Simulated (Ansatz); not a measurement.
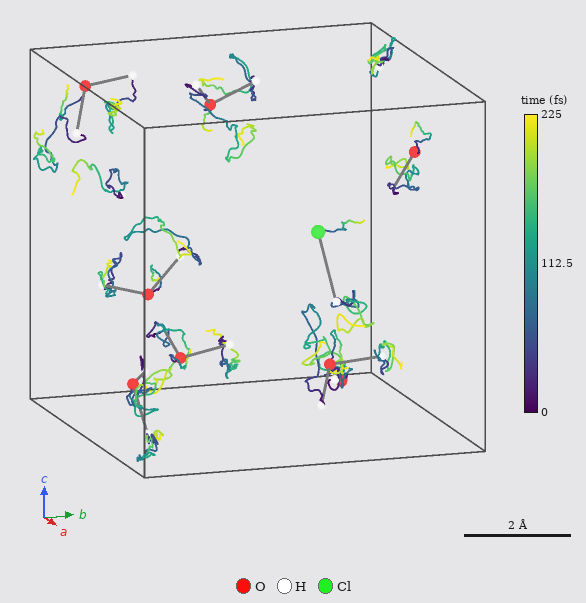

A Born-Oppenheimer molecular dynamics run of a periodic cell with 8 H2O + 1 HCl at 0.937 g/cm³, 225 fs long. Lines trace each atom's path, coloured by time; spheres stand at the starting positions. Seen slightly off an axis in the simulation cell.

Theory: DFT PBE-D3(BJ), scalar-relativistic, plane waves, PAW (Ansatz). Set-up: plane-wave cutoff 420 eV; k-point mesh 1 × 1 × 1; Fermi-Dirac smearing 0.02 eV; low-accuracy preset; Langevin thermostat (NVT); set temperature 500 K; time step 0.75 fs; friction 0.02 per fs.

The input:
```yaml
accuracy: low
crystal:
  lattice:
    - [6.840616, 0.0, 0.0]
    - [0.0, 6.840616, 0.0]
    - [0.0, 0.0, 6.840616]
  atoms:
    - { symbol: O, position: [0.03293712, 0.15000586, 0.89104445] }
    - { symbol: H, position: [0.1021925, 0.10157084, 0.77464949] }
    - { symbol: H, position: [0.12054905, 0.26019253, 0.93351959] }
    - { symbol: O, position: [0.88579997, 1.00459006, 0.2419495] }
    - { symbol: H, position: [0.7613077, 1.08014138, 0.24291316] }
    - { symbol: H, position: [0.93732329, 1.02977158, 0.10899166] }
    - { symbol: O, position: [0.56845864, 0.25020264, 0.22648653] }
    - { symbol: H, position: [0.6208739, 0.37769012, 0.26779] }
    - { symbol: H, position: [0.43386714, 0.24502358, 0.28142767] }
    - { symbol: O, position: [0.78883497, 0.61468374, 0.23042354] }
    - { symbol: H, position: [0.8819093, 0.5589122, 0.13840496] }
    - { symbol: H, position: [0.83795788, 0.75004947, 0.2544895] }
    - { symbol: O, position: [0.35217743, 0.40970926, 0.89031926] }
    - { symbol: H, position: [0.35974034, 0.5416465, 0.94962608] }
    - { symbol: H, position: [0.44513545, 0.33781296, 0.97386455] }
    - { symbol: O, position: [0.62543347, 0.91820737, 0.77804261] }
    - { symbol: H, position: [0.70641121, 1.02968029, 0.73928897] }
    - { symbol: H, position: [0.55349868, 0.87893716, 0.66040218] }
    - { symbol: O, position: [0.17911438, 0.28523231, 0.31770386] }
    - { symbol: H, position: [0.15355271, 0.38774056, 0.41347357] }
    - { symbol: H, position: [0.07460041, 0.18559765, 0.32882494] }
    - { symbol: O, position: [0.44438813, 0.76382742, 0.09389337] }
    - { symbol: H, position: [0.57102276, 0.70181407, 0.13106755] }
    - { symbol: H, position: [0.48633636, 0.86089434, -0.00570854] }
    - { symbol: Cl, position: [0.27401962, 0.75270136, 0.48271241] }
    - { symbol: H, position: [0.34447448, 0.78166324, 0.29586853] }
basis:
  ecutwfc: 420.0
kpoints:
  mp_grid: { grid: [1, 1, 1] }
hamiltonian:
  xc: pbe
  dispersion: d3bj
scf:
  occupations: { method: fermi_dirac, width: 0.02 }
  lower_state_search: "off"
md:
  timestep: 0.75
  n_steps: 300
  ensemble: nvt_langevin
  temperature: 500.0
  initial_velocities: maxwell_boltzmann
  seed: 498656
  friction: 0.02
```

Launched with:
```bash
ansatz run input.yaml --threads 1 --pin off --max-ram 3072MiB --backend cpu --events-out ev --progress --plain --runs-dir out
```

How do the atoms move?

Answer. Root-mean-square distances from the starting positions over the second half, with the common drift of all atoms taken out: H 0.86 Å, Cl 0.67 Å, O 0.60 Å. The heavy atoms stay within a fraction of a molecule's size of their starting places; so short a run doesn't tell a liquid from a solid. Bond changes: 2 H–O bonds form between 134 fs and 202 fs; one Cl–H bond breaks at about 208 fs. Over the second half the temperature averages 537 K (spread ±102 K). The potential energy in the second half lies on average 50.6 meV per atom above the first frame.

Limits of the set-up: the program's low-accuracy preset was used; the periodic images lie only 6.8 Å apart, so the values are limited by the cell's size.

Cost: 8.2 min on 1 thread of Arm Neoverse V1, with other jobs on the host, peak memory 0.41 GiB.
